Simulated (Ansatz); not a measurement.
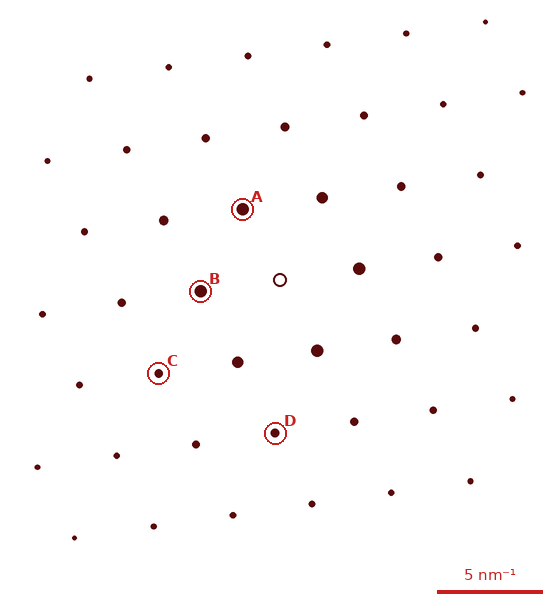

The pattern is a kinematic simulation for 200 kV electrons (no multiple scattering; isotropic B = 0.5 Å²). The zone axis points towards the electron source and the pattern is seen from the source side.

The sample is Se, space group Fm-3m (No. 225), a = 4.510 Å. Structure: the geometry relaxed with DFT, BLYP, plane waves (420 eV) with PAW, scalar-relativistic (Ansatz 0.2.0); the starting structure was generated, so it need not be a known form of this composition.

Spot A is indexed -1 1 -1 and spot B -1 1 1.

> Index the other marked spots.

C = −A + 2B = -1 1 3 (d = 1.360 Å). D = −2A + B = 1 -1 3 (d = 1.360 Å).

> Give [uvw].

The cross product of A and B is parallel to [110]; every spot obeys hu + kv + lw = 0.

> What are the spacings of A and B and the angle between them?

d(A) = 2.604 Å, d(B) = 2.604 Å, and the angle is 70.5°.
